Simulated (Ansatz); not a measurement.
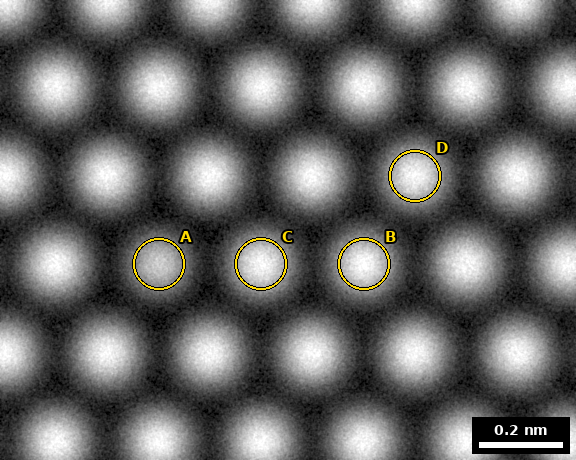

HAADF-like image of Ta (Fd-3m, No. 227) along [111]. Simulated incoherent Z contrast: every atom adds Z^1.8 spread by a probe of 1.20 Å full width; channelling and multiple scattering are left out. The probe carries 25 % of its weight in a tail 2.5 times as wide. The display is stretched by a gamma of 0.65; percentages refer to the linear signal. Shot noise was added.

The sample is 2 repeats (21.2 Å) thick. One point defect was put into the perfect crystal, without relaxing the atoms around it. Brightness is counted from the darkest point of the image. Host structure: the geometry relaxed with Ansatz 0.2.0, DFT, PBE, plane waves (420 eV) with PAW, scalar-relativistic; the starting structure was generated, so it need not be a known form of this composition.

Which ringed column holds the defect, and does it scatter more or less than its equals?

A; it scatters less. The column holds 4 atoms (Ta) through the sample, and one Ta atom is missing, so its peak drops to about 70 % of that of its equals.
